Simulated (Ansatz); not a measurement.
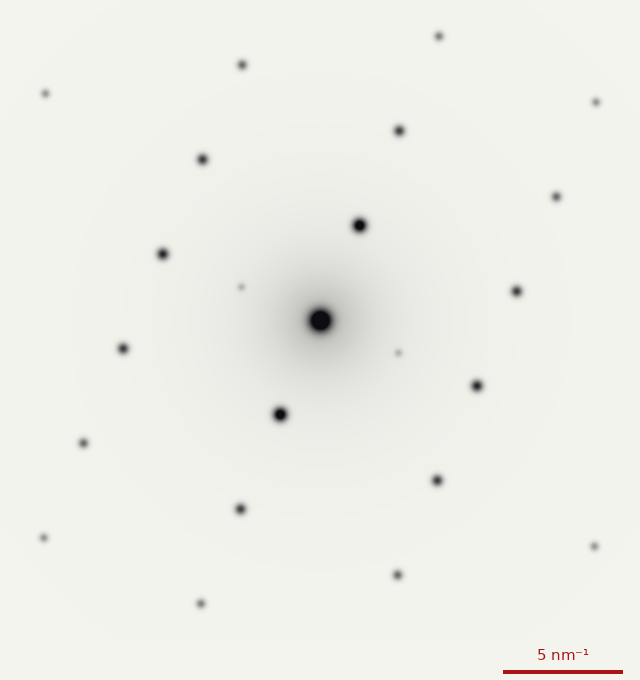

Computed electron diffraction pattern, 200 kV, single scattering only, B = 1 Å².

It belongs to NiGe, space group Pmma (No. 51), a = 4.62 Å, b = 2.78 Å, c = 4.14 Å. Structure: coordinates from a relaxation with DFT PBE, scalar-relativistic, plane waves, PAW (Ansatz 0.2.0); the starting structure was generated, so it need not be a known form of this composition.

### Determine the zone axis from the geometry of the pattern.

The spots form a rectangular net whose two shortest vectors correspond to d = 2.78 Å and 2.31 Å, 90.0° apart. They index as 0 1 0 (weak) and 2 0 0, so the zone axis is ±[001].
